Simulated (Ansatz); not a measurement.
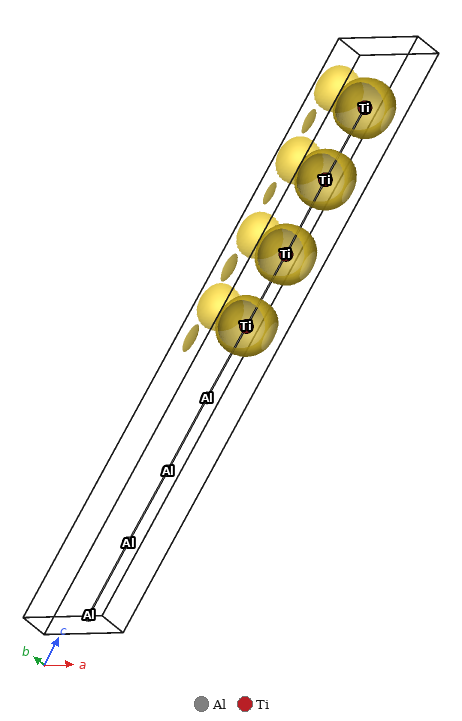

Figure 1: TiAl (interface cell). Isosurface of the valence charge density (pseudo) at 0.3 e/Å³ (yellow), seen at an oblique angle. Sticks mark near contacts.

Computed pressure about 2 GPa in this cell; computed without spin polarisation.

The calculation used Ansatz, DFT PBE, scalar-relativistic, plane waves, PAW.

Core electrons are frozen (PAW), and the valence fields are smoothed inside the atomic spheres.

```
Al Ti
1.0
     2.85715    0.00000   -0.00055
    -1.42858    2.47437    0.00000
    11.42580    6.59669   18.82822
Al Ti
4 4
Direct
  0.54420 0.27210 0.02322
  0.53862 0.26931 0.14899
  0.54372 0.27186 0.27304
  0.53815 0.26907 0.39881
  0.54725 0.27362 0.52208
  0.55109 0.27554 0.64638
  0.53125 0.26563 0.77565
  0.53509 0.26755 0.89995
```

### Which contacts does the surface bridge?

At this value the density breaks into separate islands; it holds about 65 % of the electrons treated as valence (semicore included). It bridges none of the near contacts. It is pinched off along the sampled Ti–Al (2.85 Å), Ti–Ti (2.86 Å), Al–Al (2.86 Å) and Ti–Ti (2.94 Å) contacts. On the grid the lowest density along these lines, outside the cores, is 0.2 e/Å³ (Ti–Al, 2.85 Å), 0.2 e/Å³ (Ti–Ti, 2.86 Å), 0.2 e/Å³ (Al–Al, 2.86 Å) and 0.19 e/Å³ (Ti–Ti, 2.94 Å).
